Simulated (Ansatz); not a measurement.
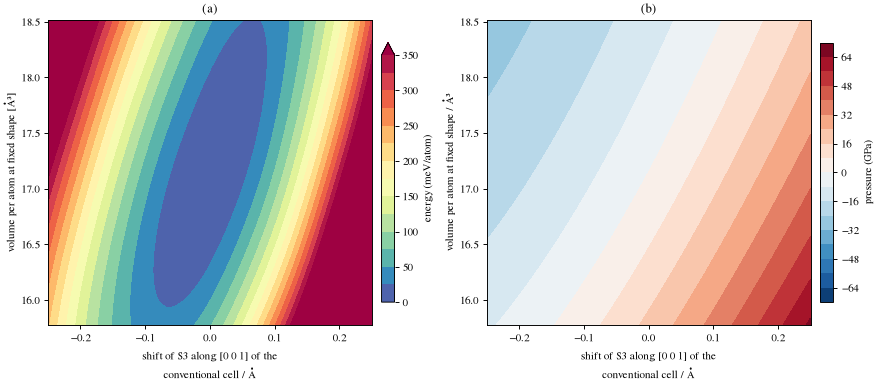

WS2 (P6_3/mmc, No. 194; 6 atoms in the cell). 
- The energy is mapped over a free internal coordinate and the cell.
- Coordinates scanned: (1) shift of S3 along [0 0 1] of the conventional cell, Cartesian (0 0 1), its symmetry partners moved as symmetry demands (measured in the relaxed cell); (2) volume per atom at fixed shape.
- Nothing is relaxed (all other coordinates fixed).
- Grid: 7 × 7 points.
- Points are written as (first, second).
- Energies are in meV/atom, from the lowest grid point.
- The band gap closes in part of the range.
- Method: DFT LDA, scalar-relativistic, plane waves, PAW in Ansatz. Settings: cutoff 420 eV, k-mesh 12×12×4 in the order of the run's cell vectors, gaussian smearing 0.05 eV, no spin polarisation.

Panel (a) is the energy; panel (b) is the computed pressure, in GPa.

In the figure: filled contours, one colour for all values above the top of the scale. Between grid points the surface is interpolated.

> How does the pressure vary over the map, and what is it at the lowest grid point?

It runs from −27 GPa at (−0.250 Å, 18.52 Å³) to 66 GPa at (0.250 Å, 15.78 Å³). At the lowest grid point, (0.000 Å, 17.15 Å³), it is 0 GPa. The pressure is minus the slope of the energy with volume, so it vanishes at the true minimum, which need not be a grid point.

| second ↓, first → | −0.250 | −0.167 | −0.083 | 0.000 | 0.083 | 0.167 | 0.250 |
| --- | --- | --- | --- | --- | --- | --- | --- |
| 18.52 | −27 | −23 | −18 | −12 | −3 | 6 | 18 |
| 18.06 | −25 | −21 | −16 | −8 | 1 | 11 | 24 |
| 17.60 | −23 | −18 | −12 | −4 | 5 | 17 | 30 |
| 17.15 | −20 | −15 | −9 | 0 | 10 | 23 | 37 |
| 16.69 | −17 | −12 | −4 | 5 | 17 | 30 | 46 |
| 16.23 | −13 | −7 | 1 | 11 | 24 | 38 | 55 |
| 15.78 | −9 | −2 | 7 | 18 | 32 | 47 | 66 |

PAW datasets: the set soft_1.
